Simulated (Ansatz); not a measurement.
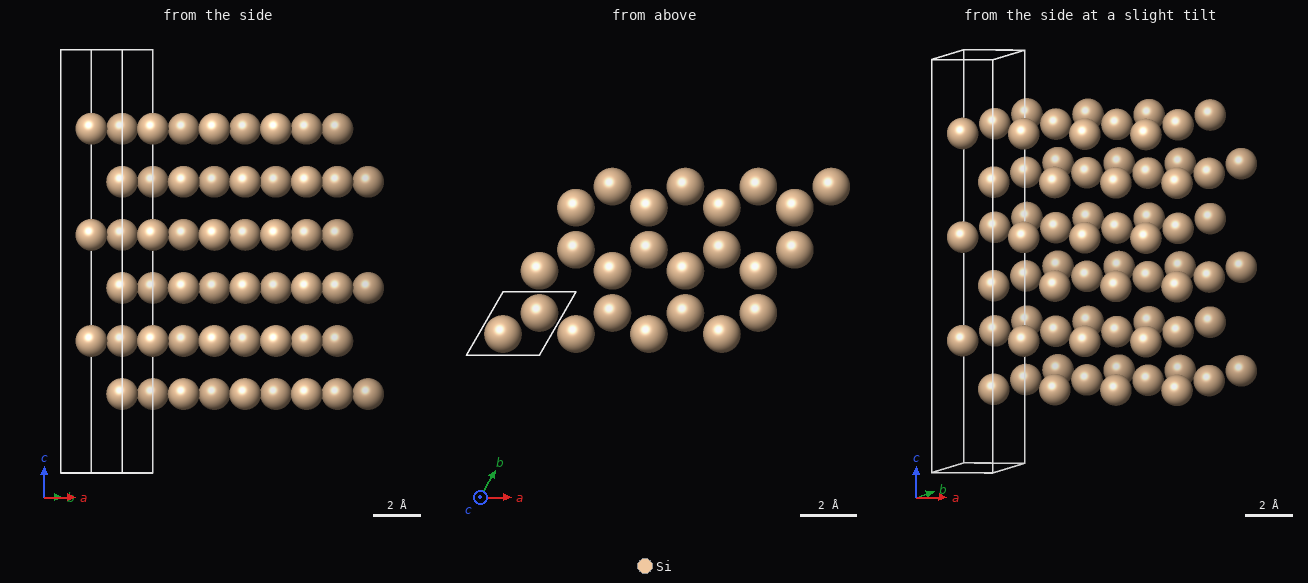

A spheres-only picture of a periodic slab, seen from the side, from above and from the side at a slight tilt. The surface normal points up in side views; the box is the simulation cell. 4×3 cells are drawn in the plane, with atoms at the edges repeated.

The cell holds 6 Si.

How far does the slab extend along the normal?

About 11 Å from the lowest to the highest atom, with about 7 Å of vacuum to the next image.

Count the planes and say what each contains, starting at the top.

Six planes: Si / Si / Si / Si / Si / Si.

Provenance: a structure listed in the Materials Project. The cell was then strained or its atoms displaced on purpose. An electronic-structure calculation with Ansatz was run on it.
